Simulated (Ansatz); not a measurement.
Read the following structure.

Space group P-4m2 (No. 115). a = 3.115 Å, b = 3.115 Å, c = 4.384 Å, α = 90.00°, β = 90.00°, γ = 90.00°
```
atom  site  symmetry       x       y       z
  Al    1c      -4m2  0.5000  0.5000  0.5000
  Ga    1a      -4m2  0.0000  0.0000  0.0000
   N    2g      2mm.  0.5000  0.0000  0.7401
```

Question: What does this file describe?

Answer: The stoichiometry is AlGaN2. The atoms follow space group P-4m2 (No. 115); the Bravais lattice is primitive tetragonal. It has 4 atoms to the cell (1 Al, 1 Ga, 2 N). The coordination shell of Al holds four N in a tetrahedral arrangement at 1.88 Å. The Ga atoms are each bonded to four N in a tetrahedral arrangement at 1.93 Å. N sits among two Al and two Ga in a tetrahedral arrangement (1.88 Å to Al, 1.93 Å to Ga). The bonds build a three-dimensional framework.

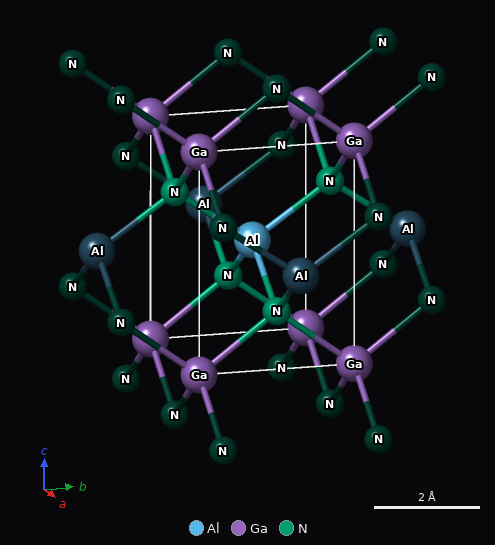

We look at a ball-and-stick model of the crystal slightly off an axis. Thin lines show the conventional unit cell, with boundary atoms drawn in all their periodic places. Outside the box, the atoms bonded to those within are drawn, in fainter colours.

The cell started as a structure listed in the Materials Project. Earlier steps of the study may have refined or changed the cell and positions. It went into a calculation with Ansatz.
